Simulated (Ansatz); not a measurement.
```yaml
crystal:
  lattice:
    - [-5.67501, 2.83750, 2.83750]
    - [0.00000, -2.83750, 2.83750]
    - [6.62103, 5.20199, 5.20199]
  atoms:
    - { symbol: Ge, position: [0.67361, 0.50000, 0.04167] }
    - { symbol: Ge, position: [0.17361, 0.00000, 0.04167] }
    - { symbol: Ge, position: [0.78471, 0.00000, 0.70833] }
    - { symbol: Ge, position: [0.28471, 0.50000, 0.70833] }
    - { symbol: Ge, position: [0.56251, 0.00000, 0.37500] }
    - { symbol: Ge, position: [0.06251, 0.50000, 0.37500] }
    - { symbol: Ge, position: [0.71529, 0.50000, 0.29167] }
    - { symbol: Ge, position: [0.21529, 0.00000, 0.29167] }
    - { symbol: Ge, position: [0.82639, 0.00000, 0.95833] }
    - { symbol: Ge, position: [0.32639, 0.50000, 0.95833] }
    - { symbol: Ge, position: [0.93749, 0.50000, 0.62500] }
    - { symbol: Ge, position: [0.43749, 0.00000, 0.62500] }
```

Space group C2/m; not relaxed (largest force 1.2 eV/Å).

All numbers below come from Ansatz 0.2.0, DFT r2SCAN, scalar-relativistic, plane waves, PAW.

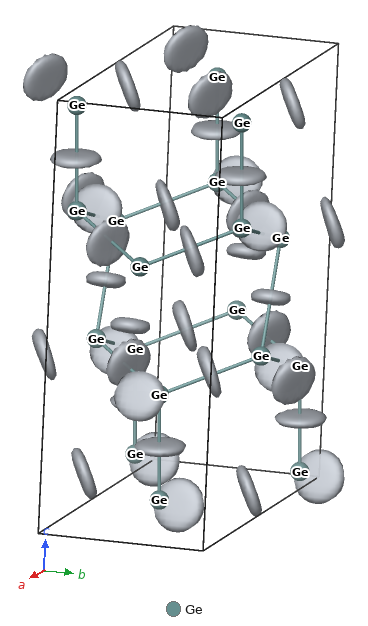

Ge. Isosurface of the electron localisation function at 0.7 (grey), seen slightly off an axis. Core shells and regions of very low density are left out. Sticks mark near contacts.

Q: Where are the electrons localised?

A: At this value the surface marks out 24 regions between bonded Ge–Ge atoms, counted in one cell of 12 atoms. Regions shared between cells count once. Profiles from the grid: Ge–Ge (2.46 Å): the ELF peaks at about 0.80 between the atoms. Ge–Ge (2.72 Å): the ELF peaks at about 0.75 between the atoms.
